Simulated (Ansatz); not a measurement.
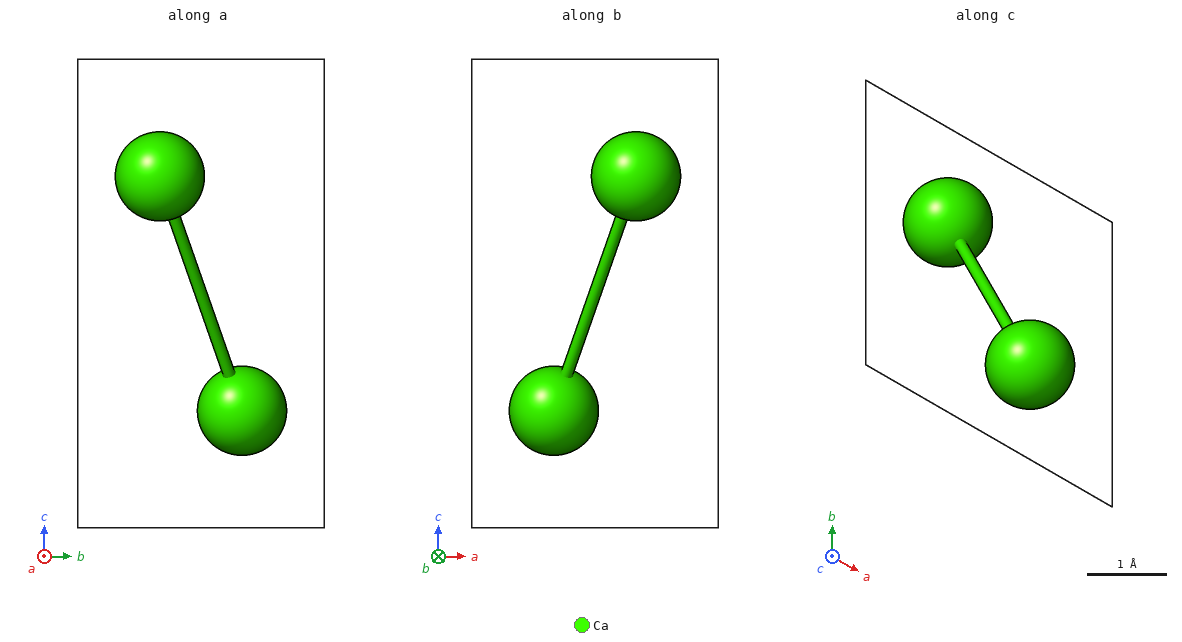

We look at a ball-and-stick model of the crystal along the a axis, along the b axis and along the c axis. Atoms at the boundary of the conventional unit cell (the box) are drawn once for each face, edge or corner they touch.

Lattice parameters: a = 3.616 Å, b = 3.616 Å, c = 5.958 Å, α = 90.00°, β = 90.00°, γ = 120.00°. Put a along x and b in the xy plane.

Transcribe the picture into a POSCAR file.

Answer.
```
Ca
1.0
     3.616    0.000    0.000
    -1.808    3.132    0.000
     0.000    0.000    5.958
Ca
2
Direct
  0.3333 0.6667 0.2500
  0.6667 0.3333 0.7500
```

The initial geometry was a structure type filled with this element by a generator (whether the element takes this form wasn't checked). Earlier steps of the study may have refined or changed the cell and positions. A calculation with Ansatz used it as input.
